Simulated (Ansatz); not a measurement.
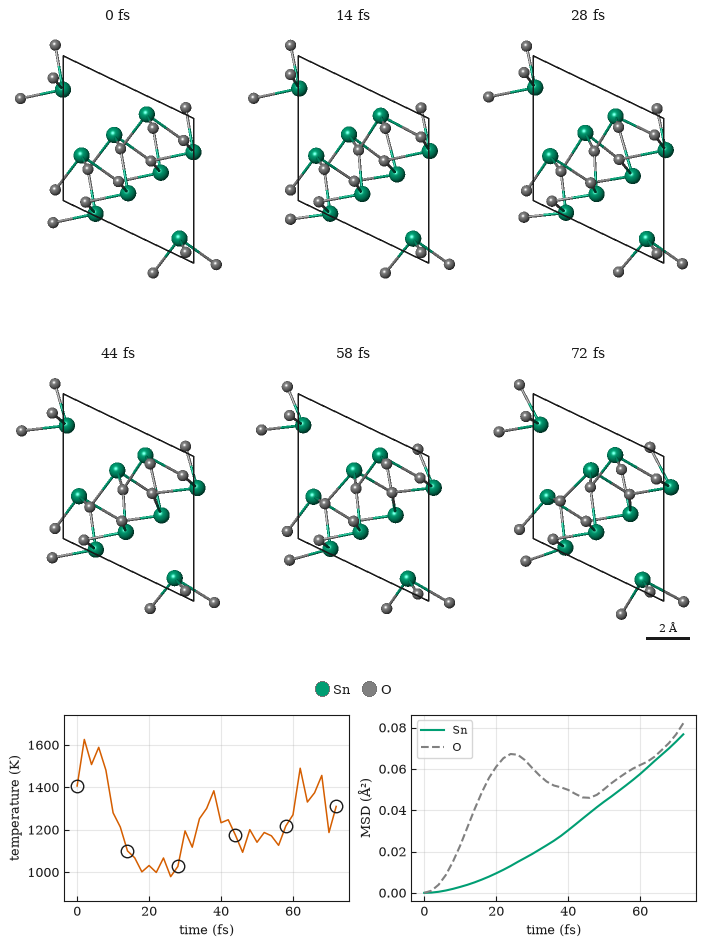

First-principles dynamics of a 16-atom cell of SnO (set up in Pmn2_1), 72 fs long. Frames and the history of the run. A ball-and-stick model of the simulation cell, seen along the c axis. Bonds to atoms that aren't drawn are left out.

Method: DFT PBEsol, scalar-relativistic, plane waves, PAW (Ansatz). Set-up: plane-wave cutoff 420 eV; k-point mesh 2 × 2 × 2; Fermi-Dirac smearing 0.129 eV; volume 1.05 times that of the relaxed crystal; Langevin thermostat (NVT); set temperature 1500 K; time step 2 fs; friction 0.02 per fs.

> What do the frames and curves show?

In the second half of the run the atoms are, in the root-mean-square, this far from where they began (common drift taken out): O 0.24 Å, Sn 0.22 Å. The run lasts only 72 fs, too short to tell vibration from diffusion. Over the second half the temperature averages 1258 K (spread ±108 K). The potential energy in the second half lies on average 90.9 meV per atom above the first frame. The mean pressure there is −2.9 GPa.

The run took 4.5 min on 4 threads of Arm Neoverse N1 (shared host), peak memory 0.98 GiB.
